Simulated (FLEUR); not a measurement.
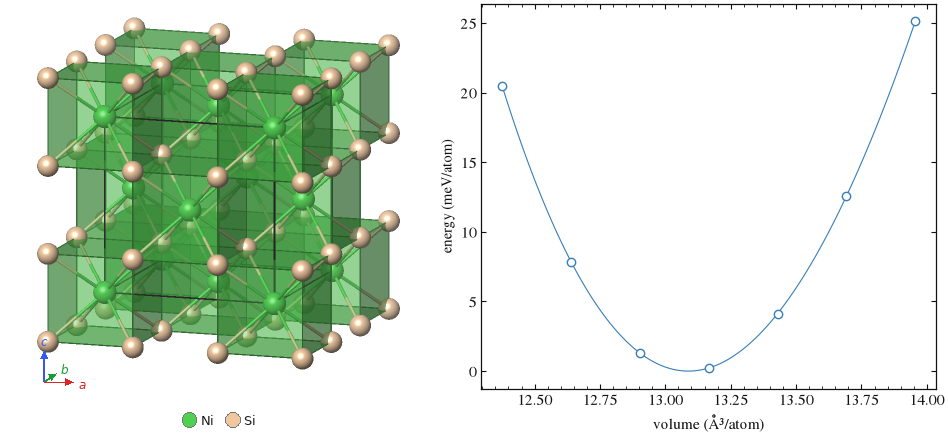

Energy against volume for Si₂Ni, space group Fm-3m (No. 225). The conventional cell is drawn beside the plot.

A third-order Birch–Murnaghan fit gives V0 = 13.09 Å³/atom, B0 = 155 GPa and B′ = 3.8. The energy is 20.47 meV/atom at volume 12.38 Å³/atom and 25.12 meV/atom at 13.96 Å³/atom; the lowest computed point is at volume 13.17 Å³/atom (0.22 meV/atom), and no other minimum shows.

Method: all-electron LAPW DFT, collinear spins; energies at scaled volumes of the given cell, shape and fractions fixed, counted from the fit's minimum, third-order Birch-Murnaghan fit (FLEUR MaX-R8.1 (later development tree)). Level: PBEsol, collinear spin.

k mesh 9×9×9; occupations Fermi–Dirac; smearing width 0.05 eV; potentials all electron; program settings basis FLAPW, kmax 5.27 1/bohr.

Starting cell:
```
Ni Si
1.0
     0.00000    2.70300    2.70300
     2.70300    0.00000    2.70300
     2.70300    2.70300    0.00000
Ni Si
1 2
Cartesian
  0.0000 0.0000 0.0000
  4.0545 4.0545 4.0545
  1.3515 1.3515 1.3515
```
